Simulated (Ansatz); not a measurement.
Cell and atoms:

```cif
data_structure
_symmetry_space_group_name_H-M 'P 1'
_symmetry_Int_Tables_number 1
_cell_length_a 3.9787
_cell_length_b 3.9787
_cell_length_c 4.9093
_cell_angle_alpha 90.000
_cell_angle_beta 90.000
_cell_angle_gamma 120.000
_cell_volume 67.30
loop_
_atom_site_label
_atom_site_type_symbol
_atom_site_fract_x
_atom_site_fract_y
_atom_site_fract_z
_atom_site_occupancy
Al1 Al 0.33333 0.66667 0.18993 1
Al2 Al 0.66667 0.33333 0.81007 1
Ni1 Ni 0.33333 0.66667 0.68533 1
Ni2 Ni 0.66667 0.33333 0.31467 1
Ni3 Ni 0.00000 0.00000 0.50000 1
Ni4 Ni 0.00000 0.00000 0.00000 1
```

### Before looking at a picture, describe the arrangement of atoms.

The solid is AlNi₂. It is primitive hexagonal, space group P-3m1 (No. 164). The cell holds 6 atoms (2 Al, 4 Ni), Z = 2.

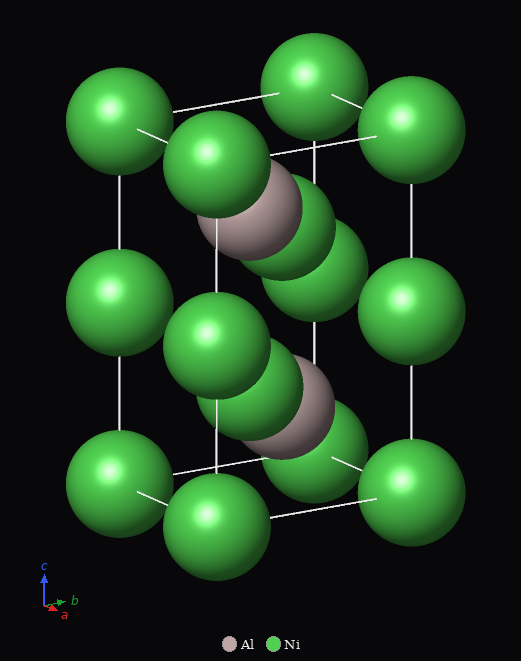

Figure: spheres-only view slightly off an axis. Atoms at the boundary of the conventional unit cell (the box) are drawn once for each face, edge or corner they touch.

It goes back to a structure listed in the Materials Project. The structure drawn was relaxed with Ansatz 0.2.0, DFT r2SCAN, scalar-relativistic, plane waves, PAW.
